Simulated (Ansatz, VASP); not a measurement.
**Cross-check of BAs between VASP and Ansatz**

Wanted: the spread between two codes on one cell, functional and k mesh.

Main program and level: Ansatz 0.2.0; plane waves, with VASP 6.6.1 beside it; relaxation of cell and atoms at r2SCAN with rVV10.

**1. Set-up**

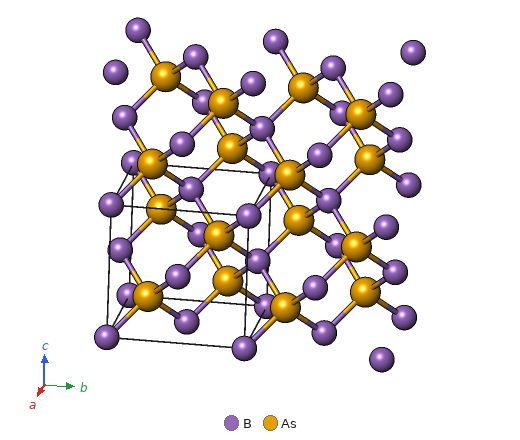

Start, viewed slightly off an axis; boron purple, arsenic orange. 1×2×2 cells are drawn. This picture shows the conventional cell, with its axes. Bonds to atoms that aren't drawn are left out. Some periodic images of atoms are drawn too.

Structure file:

```cif
data_structure
_symmetry_space_group_name_H-M 'P 1'
_symmetry_Int_Tables_number 1
_cell_length_a 3.3778
_cell_length_b 3.3778
_cell_length_c 3.3778
_cell_angle_alpha 60.000
_cell_angle_beta 60.000
_cell_angle_gamma 60.000
_cell_volume 27.25
loop_
_atom_site_label
_atom_site_type_symbol
_atom_site_fract_x
_atom_site_fract_y
_atom_site_fract_z
_atom_site_occupancy
B1 B 0.00000 0.00000 0.00000 1
As2 As 0.25000 0.25000 0.25000 1
```

**2. VASP: relaxation of cell and atoms, r2SCAN with rVV10**

The relaxed volume is the usual yardstick between codes: its relative difference is about their pressure difference at one cell divided by the bulk modulus.

Lines of VASP's logs that name or quote its potential files are left out, and so is its time.

Input file INCAR:

```
SYSTEM = BAs
PREC = Accurate
ENCUT = 420
EDIFF = 1E-06
NELM = 100
ISMEAR = 0
SIGMA = 0.05
LREAL = .FALSE.
ALGO = Normal
METAGGA = R2SCAN
LUSE_VDW = .TRUE.
IVDW_NL = 2
BPARAM = 11.95
CPARAM = 0.0093
LASPH = .TRUE.
NBANDS = 10
LORBIT = 11
LWAVE = .FALSE.
LCHARG = .FALSE.
KPAR = 2
IBRION = 2
NSW = 60
ISIF = 3
EDIFFG = -0.01
```

Input file POSCAR:

```
BAs
1.0
    0.0000000000      2.3885000000      2.3885000000
    2.3885000000      0.0000000000      2.3885000000
    2.3885000000      2.3885000000      0.0000000000
B As
1 1
Direct
    0.0000000000      0.0000000000      0.0000000000
    0.2500000000      0.2500000000      0.2500000000
```

Input file KPOINTS:

```
Automatic mesh
0
Gamma
7 7 7
0 0 0
```

PAW data sets: B and As (PBE family, release 64).

Started as:

```bash
$ mpirun -np 2 vasp_std
```

Numbers of over 12 decimals in the logs are rounded to 6 here.

Output:

```text
[banner, memory and clock lines left out]
running    2 mpi-ranks, on    1 nodes
 distrk:  each k-point on    1 cores,    2 groups
 distr:  one band on    1 cores,    1 groups

 POSCAR found type information on POSCAR B As
 POSCAR found :  2 types and       2 ions
|                                                                             |
|               ----> ADVICE to this user running VASP <----                  |
|                                                                             |
|     You have switched on vdW-DFT.                                           |
|     This routine was written and supplied by Jiri Klimes. We recommend      |
|     that you carefully read and cite the following publications:            |
|       J. Klimes, D.R. Bowler, A. Michelides                                 |
|          J. Phys.: Cond Matt. 22 022201 (2010)                              |
|       J. Klimes, D.R. Bowler, A. Michelides                                 |
|          Phys. Rev. B. 83, 195131 (2011)                                    |
|     and references therein.                                                 |
|                                                                             |

|                                                                             |
|               ----> ADVICE to this user running VASP <----                  |
|                                                                             |
|     You enforced a specific xc type in the INCAR file but a different       |
|     [... a line on the potential file left out ...]
|     I HOPE YOU KNOW WHAT YOU ARE DOING!                                     |
|                                                                             |

 LDA part: xc-table for (None), standard interpolation
 POSCAR, INCAR and KPOINTS ok, starting setup
 FFT: planning ... GRIDC
 FFT: planning ... GRID_SOFT
 FFT: planning ... GRID
 WAVECAR not read
 entering main loop
       N       E                     dE             d eps       ncg     rms          rms(c)
Total rVV10 correction in eV:      0.0895850    10.0781823
Total rVV10 correction in eV:      0.0895850    10.0781823
DAV:   1     0.564212585838E+00    0.56421E+00   -0.35655E+03   400   0.626E+02
DAV:   2    -0.230995590403E+02   -0.23664E+02   -0.22516E+02   574   0.101E+02
DAV:   3    -0.237305303938E+02   -0.63097E+00   -0.62991E+00   468   0.170E+01
DAV:   4    -0.237321440591E+02   -0.16137E-02   -0.16135E-02   494   0.994E-01
DAV:   5    -0.237321460848E+02   -0.20257E-05   -0.20258E-05   466   0.329E-02    0.499E+00
Total rVV10 correction in eV:      0.0980827    10.0781822
Total rVV10 correction in eV:      0.0980827    10.0781822
DAV:   6    -0.221690820727E+02    0.15631E+01   -0.97450E-01   420   0.539E+00    0.281E+00
Total rVV10 correction in eV:      0.1082389    10.0781822
Total rVV10 correction in eV:      0.1082389    10.0781822
DAV:   7    -0.221339315974E+02    0.35150E-01   -0.19071E-01   474   0.238E+00    0.963E-01
Total rVV10 correction in eV:      0.1153190    10.0781822
Total rVV10 correction in eV:      0.1153190    10.0781822
DAV:   8    -0.221308298713E+02    0.31017E-02   -0.15976E-02   452   0.969E-01    0.913E-02
Total rVV10 correction in eV:      0.1158090    10.0781822
Total rVV10 correction in eV:      0.1158090    10.0781822
DAV:   9    -0.221309924144E+02   -0.16254E-03   -0.36017E-04   452   0.150E-01    0.458E-02
Total rVV10 correction in eV:      0.1161080    10.0781822
Total rVV10 correction in eV:      0.1161080    10.0781822
DAV:  10    -0.221310381551E+02   -0.45741E-04   -0.30626E-05   436   0.542E-02    0.166E-02
Total rVV10 correction in eV:      0.1161881    10.0781822
Total rVV10 correction in eV:      0.1161881    10.0781822
DAV:  11    -0.221310385740E+02   -0.41891E-06   -0.54212E-06   482   0.215E-02
Total rVV10 correction in eV:      0.1161981    10.0781822
Total rVV10 correction in eV:      0.1161981    10.0781822
Total rVV10 correction in eV:      0.1161965    10.0781822
Total rVV10 correction in eV:      0.1161965    10.0781822
   1 F= -.22131039E+02 E0= -.22131039E+02  d E =-.221310E+02
 curvature:   0.00 expect dE= 0.000E+00 dE for cont linesearch  0.000E+00
 trial: gam= 0.00000 g(F)=  0.622E-46 g(S)=  0.148E-03 ort = 0.000E+00 (trialstep = 0.100E+01)
 search vector abs. value=  0.148E-03
 bond charge predicted
       N       E                     dE             d eps       ncg     rms          rms(c)
Total rVV10 correction in eV:      0.1161888    10.0781822
Total rVV10 correction in eV:      0.1161888    10.0781822
DAV:   1    -0.221310842609E+02   -0.46106E-04   -0.26010E-03   448   0.327E-01    0.562E-02
Total rVV10 correction in eV:      0.1163381    10.0781822
Total rVV10 correction in eV:      0.1163381    10.0781822
DAV:   2    -0.221310648411E+02    0.19420E-04   -0.89818E-05   420   0.621E-02    0.283E-02
Total rVV10 correction in eV:      0.1164932    10.0781822
Total rVV10 correction in eV:      0.1164932    10.0781822
DAV:   3    -0.221310481128E+02    0.16728E-04   -0.40851E-05   428   0.348E-02    0.128E-02
Total rVV10 correction in eV:      0.1165180    10.0781822
Total rVV10 correction in eV:      0.1165180    10.0781822
DAV:   4    -0.221310465766E+02    0.15363E-05   -0.14901E-06   314   0.756E-03    0.765E-03
Total rVV10 correction in eV:      0.1165375    10.0781822
Total rVV10 correction in eV:      0.1165375    10.0781822
DAV:   5    -0.221310458702E+02    0.70634E-06   -0.26371E-07   226   0.402E-03
Total rVV10 correction in eV:      0.1165399    10.0781822
Total rVV10 correction in eV:      0.1165399    10.0781822
Total rVV10 correction in eV:      0.1165398    10.0781822
Total rVV10 correction in eV:      0.1165398    10.0781822
   2 F= -.22131046E+02 E0= -.22131046E+02  d E =-.729622E-05
 trial-energy change:   -0.000007  1 .order   -0.000014   -0.000148    0.000121
 step:   0.5156(harm=  0.5504)  dis= 0.00000  next Energy=   -22.131076 (dE=-0.372E-04)
 bond charge predicted
       N       E                     dE             d eps       ncg     rms          rms(c)
Total rVV10 correction in eV:      0.1165436    10.0781822
Total rVV10 correction in eV:      0.1165436    10.0781822
DAV:   1    -0.221310809368E+02   -0.34360E-04   -0.61526E-04   446   0.159E-01    0.274E-02
Total rVV10 correction in eV:      0.1164710    10.0781822
Total rVV10 correction in eV:      0.1164710    10.0781822
DAV:   2    -0.221310772152E+02    0.37216E-05   -0.21174E-05   422   0.301E-02    0.137E-02
Total rVV10 correction in eV:      0.1163961    10.0781822
Total rVV10 correction in eV:      0.1163961    10.0781822
DAV:   3    -0.221310746332E+02    0.25820E-05   -0.95730E-06   424   0.168E-02    0.620E-03
Total rVV10 correction in eV:      0.1163837    10.0781822
Total rVV10 correction in eV:      0.1163837    10.0781822
DAV:   4    -0.221310750585E+02   -0.42535E-06   -0.34857E-07   230   0.367E-03
Total rVV10 correction in eV:      0.1163711    10.0781822
Total rVV10 correction in eV:      0.1163711    10.0781822
Total rVV10 correction in eV:      0.1163743    10.0781822
Total rVV10 correction in eV:      0.1163743    10.0781822
   3 F= -.22131075E+02 E0= -.22131075E+02  d E =-.364845E-04
 curvature:  -0.27 expect dE=-0.385E-07 dE for cont linesearch -0.385E-07
 trial: gam=-0.02992 g(F)=  0.214E-46 g(S)=  0.141E-06 ort = 0.456E-05 (trialstep = 0.903E+00)
 search vector abs. value=  0.234E-09
 reached required accuracy - stopping structural energy minimisation
```

Parts of OUTCAR (step 2):

```text
ion  position               nearest neighbor table
   1  0.000  0.000  0.000-   2 2.07   2 2.07   2 2.07   2 2.07
   2  0.250  0.250  0.250-   1 2.07   1 2.07   1 2.07   1 2.07

  LATTYP: Found a face centered cubic cell.
 ALAT       =     4.7770000000

 Subroutine GETGRP returns: Found 24 space group operations
 (whereof 24 operations were pure point group operations)

The static configuration has the point symmetry T_d .

 Found     20 irreducible k-points:

   k-points           NKPTS =     20   k-points in BZ     NKDIM =     20   number of bands    NBANDS=     10

   dimension x,y,z NGX =    24 NGY =   24 NGZ =   24
   dimension x,y,z NGXF=    48 NGYF=   48 NGZF=   48

   ENCUT  =  420.0 eV  30.87 Ry    5.56 a.u.   5.64  5.64  5.64*2*pi/ulx,y,z

   NELECT =       8.0000    total number of electrons

 k-points in reciprocal lattice and weights: Automatic mesh
   0.00000000  0.00000000  0.00000000       0.003
   0.14285714  0.00000000  0.00000000       0.023
   0.28571429  0.00000000  0.00000000       0.023
   0.42857143  0.00000000  0.00000000       0.023
   0.14285714  0.14285714  0.00000000       0.017
   0.28571429  0.14285714  0.00000000       0.070
   0.42857143  0.14285714  0.00000000       0.070
  -0.42857143  0.14285714  0.00000000       0.070
  -0.28571429  0.14285714  0.00000000       0.070
[...]
-0.42857143  0.42857143  0.14285714       0.070
  -0.28571429  0.42857143  0.14285714       0.070

 average (electrostatic) potential at core
       1 -28.1805       2 -53.3299

 E-fermi :   6.3213

 k-point     1 :       0.0000    0.0000    0.0000
  band No.  band energies     occupation
      1     -10.1450      2.00000
      2       6.0090      2.00000
      3       6.0090      2.00000
      4       6.0090      2.00000
      5       9.4433      0.00000
      6       9.4433      0.00000
      7       9.4433      0.00000
      8      11.1349      0.00000
      9      16.2907      0.00000
    ...

 k-point     2 :       0.1429    0.0000    0.0000
  band No.  band energies     occupation
      1      -9.7944      2.00000
      2       3.4941      2.00000
      3       5.4317      2.00000
      4       5.4317      2.00000
      5       9.6290      0.00000
      6      10.2016      0.00000
      7      10.2016      0.00000
      8      12.7481      0.00000
      9      17.4829      0.00000
    ...

 k-point     3 :       0.2857    0.0000    0.0000
  band No.  band energies     occupation
      1      -8.7866      2.00000
      2      -0.0326      2.00000
      3       4.6026      2.00000
      4       4.6026      2.00000
      5       9.2472      0.00000
      6      11.0297      0.00000
      7      11.0297      0.00000
      8      14.9648      0.00000
      9      18.0105      0.00000
    ...

  Total        0.0013949      0.0013949      0.0013949      0.0000000      0.0000000      0.0000000
  in kB        0.0818684      0.0818684      0.0818684      0.0000000      0.0000000      0.0000000
  external PRESSURE =       0.0818684 kB  Pullay stress =       0.0000000 kB

  energy-cutoff  :      420.00
  volume of cell :       27.30
      direct lattice vectors                 reciprocal lattice vectors
    -0.000000000  2.389842064  2.389842064    -0.209218846  0.209218846  0.209218846
     2.389842064  0.000000000  2.389842064     0.209218846 -0.209218846  0.209218846
     2.389842064  2.389842064  0.000000000     0.209218846  0.209218846 -0.209218846

 POSITION                                       TOTAL-FORCE (eV/Angst)
 -----------------------------------------------------------------------------------
      0.00000      0.00000      0.00000         0.000000     -0.000000      0.000000
      1.19492      1.19492      1.19492        -0.000000      0.000000     -0.000000
 -----------------------------------------------------------------------------------
    total drift:                                0.000000      0.000000      0.000000

  FREE ENERGIE OF THE ION-ELECTRON SYSTEM (eV)
  ---------------------------------------------------
  free  energy   TOTEN  =       -22.1310750585 eV

  energy  without entropy=      -22.1310750585  energy(sigma->0) =      -22.13107506

 reached required accuracy - stopping structural energy minimisation

 total charge
# of ion       s       p       d       tot
------------------------------------------
    1        0.667   1.163   0.000   1.830
    2        1.170   1.694   0.092   2.956
--------------------------------------------------
tot          1.838   2.857   0.092   4.786

[... 3 further parts left out ...]
```

CONTCAR:

```
BAs
   1.00000000000000
    -0.0000000000000000    2.3898420643553919    2.3898420643553919
     2.3898420643553919    0.0000000000000000    2.3898420643553919
     2.3898420643553919    2.3898420643553919    0.0000000000000000
  B               As
     1     1
Direct
     0.0000000000000000    0.0000000000000000    0.0000000000000000
     0.2500000000000000    0.2500000000000000    0.2500000000000000
```

(Continued in part 2 of 2.)

[Lines on the potential files, build, host, timing and source positions are cut from VASP's logs without a mark.]

[Logs are printed without paths, hosts, clocks, repeated set-up lines and the standing remarks that a program may print on its own settings, such as how far it seeks lower states.]

[Hosts, paths, dates, database ids (printed as entryN), source tags and the programs' standing remarks are cut or masked in the printed files.]
